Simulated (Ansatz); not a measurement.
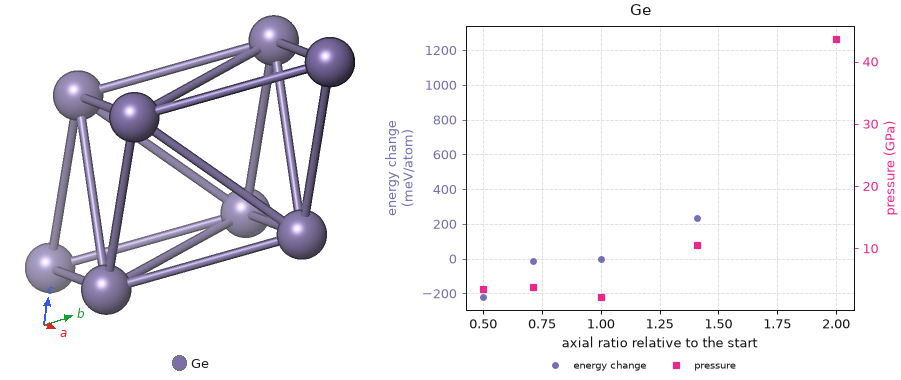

Figure. Energy change and pressure against relative axial ratio for Ge, space group Fm-3m (No. 225). The cell is drawn beside the plot.

The energy change rises from −221 meV/atom at relative axial ratio 0.50 to 1264 meV/atom at 2.00. The pressure goes from 3.4 GPa at relative axial ratio 0.50 to 43.6 GPa at 2.00, not monotonically, with a low of 2.2 GPa at 1.00.

How it was computed, with Ansatz 0.2.0: deformation of a crystal at fixed volume, lengths along the axis scaled against those across it, fractional coordinates fixed, by plane-wave density functional theory with PAW datasets, free energies less that of the undisturbed cell, pressure positive in compression; scalar-relativistic. Level: r2SCAN, no spin polarisation.

```json
{"setting": "wave cutoff", "value": "500 eV"}
{"setting": "k mesh", "value": "22×22×22"}
{"setting": "occupations", "value": "Gaussian"}
{"setting": "smearing width", "value": "0.15 eV"}
{"setting": "k shift", "value": "(0, 0, 0) (mesh steps)"}
{"setting": "start", "value": "as given"}
{"setting": "path", "value": "trigonal"}
{"setting": "axis direction", "value": "(0.5774, 0.5774, 0.5774) (Cartesian unit vector)"}
```

The given structure:
```
CELL_PARAMETERS angstrom
0.00000 2.09836 2.09836
2.09836 0.00000 2.09836
2.09836 2.09836 0.00000
ATOMIC_POSITIONS crystal
Ge 0.00000 0.00000 0.00000
```

Caveats: reference crystal is not relaxed.
